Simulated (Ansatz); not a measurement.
## Electronic structure of Ti3Se in real space

The calculation's input:

```
crystal:
  lattice:
    - [4.5139565045, -2.4487104586, 0.0]
    - [4.5139565045, 2.4487104586, 0.0]
    - [-1.7749335032, 0.0, 4.5746055564]
  atoms:
    - { symbol: Ti, position: [0.0, 0.0, 0.5] }
    - { symbol: Ti, position: [0.5, 0.0, 0.0] }
    - { symbol: Ti, position: [0.0, 0.5, 0.0] }
    - { symbol: Se, position: [0.0, 0.0, 0.0] }
basis:
  ecutwfc: 420
kpoints:
  mp_grid: { grid: [12, 12, 10] }
hamiltonian:
  xc: pbe
scf:
  occupations: { method: gaussian, width: 0.1 }
output:
  forces: true
  stress: true
  eigenvalues: true
  write_density: true
  write_potential: true
  elf: true
  volumetric_format: npy
relax:
  adjacent_minimum: "off"
  f_tol: 0.01
  max_steps: 80
  cell: { stress_tol: 0.05 }
```

Launched as:

```sh
ansatz run input.yaml --threads 1 --pin off --max-ram 2560MiB --backend cpu --events-out ev --progress --plain --runs-dir out
```

Below, planes, directions and counts refer to the conventional cell (a = 9.20 Å, b = 4.76 Å, c = 4.89 Å, α = 90.00°, β = 110.56°, γ = 90.00°).

The fields are those of the relaxed geometry.

Space group C2/m; a structure generated by program, which may or may not match a known phase; computed without spin polarisation.

All numbers below come from DFT PBE, scalar-relativistic, plane waves, PAW in Ansatz 0.2.0.

In a PAW calculation such maps are meaningful between the atoms, not at the nuclei.

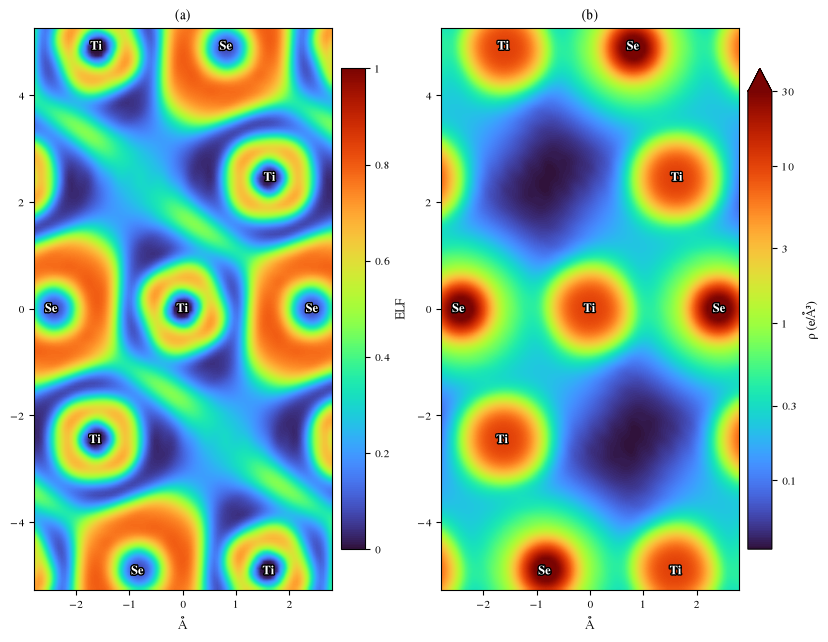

Figure 1. (a) electron localisation function; (b) valence charge density (pseudo) on the (11̄0) plane of the conventional cell.

Describe what can be read from this map.

Answer.
- The plane passes through Ti and Se nuclei.
- Ti–Se (2.44 Å): ρ is about 0.44 e/Å³ halfway; the ELF is about 0.40 at the midpoint.
- Ti–Se (2.59 Å): ρ is about 0.34 e/Å³ halfway; the ELF is about 0.35 at the midpoint.
- Between the atoms the lowest density in this plane is 0.04 e/Å³.
- The features right at Ti lie inside the PAW spheres, where the map follows smoothed inner orbitals and isn't to be read closely.

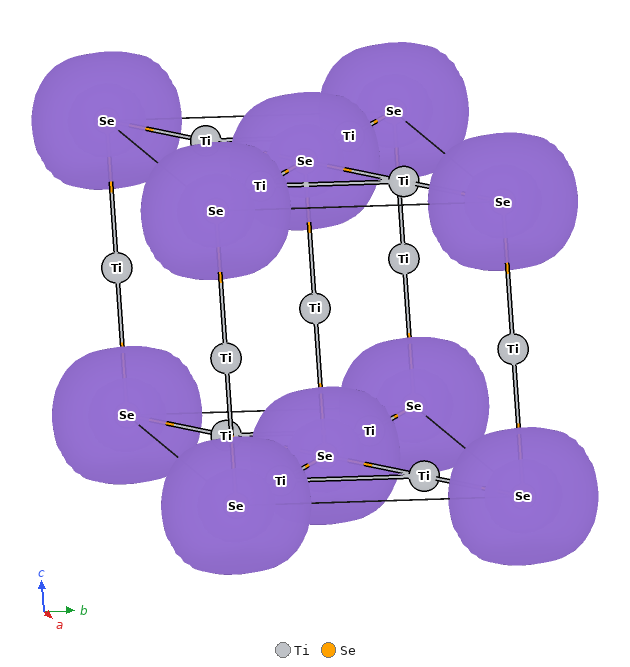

Figure 2. Isosurface of the ELF at 0.7 (purple), seen slightly off an axis. Core shells and regions of very low density are left out. Sticks mark near contacts.

Where are the electrons localised?

Answer. The surface consists of two regions wrapped around Se (the valence shell of each), counted in one cell of 8 atoms. Regions shared between cells count once. Along the contacts the grid gives the following. Ti–Ti (2.38 Å): the ELF is about 0.25 at the midpoint: no shared electron pair shows on this line.

Does the calculation give a band gap?

Answer. It is gapless in this calculation (a metal or semimetal); semilocal functionals without U, or without the true magnetic order, often close the gap of such compounds.
